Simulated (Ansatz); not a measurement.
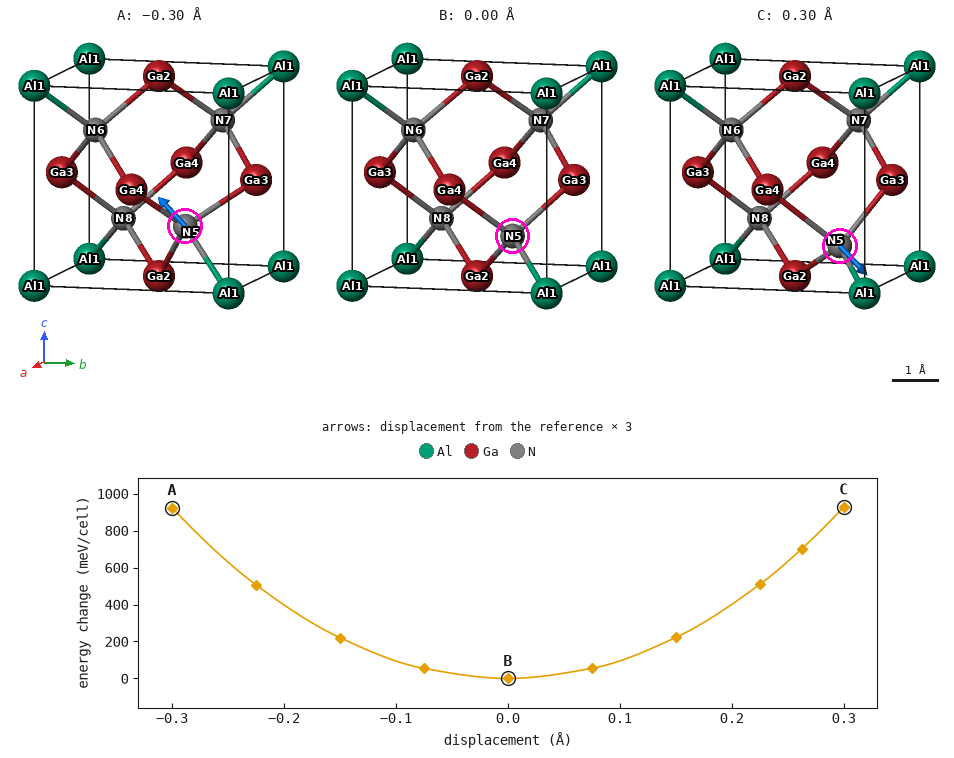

A scan of a crystal of AlGa₃N₄ (P-43m): N5 (one in each cell of 8 atoms) is moved towards the nearest copy of atom 6 (N) at 3.090 Å, all else fixed. The lettered frames are marked on the plot. A ball-and-stick model of the cell of the calculation, seen slightly off an axis. The ringed atoms are those of the scanned coordinate. Blue arrows: displacements from the reference.

Theory: DFT r2SCAN, scalar-relativistic, plane waves, PAW (Ansatz). Settings: plane-wave cutoff 500 eV; k-point mesh 6 × 6 × 6; occupations gaussian; smearing width 0.05 eV; no spin polarisation. Energies (free energies at the smearing named) are counted from the relaxed crystal.

Question: What does the scan show?

Answer: Of the computed points the lowest is at the displacement 0.00 Å, 0 meV/cell. At the ends of the scan the energy is 925 meV/cell (−0.30 Å) and 928 meV/cell (0.30 Å). The curvature at zero is about 20 eV/Å². The well is symmetric. At the highest point the shortest interatomic distance is 1.66 Å, against 1.89 Å in the reference. The distortion takes the space group from P-43m to Cm.
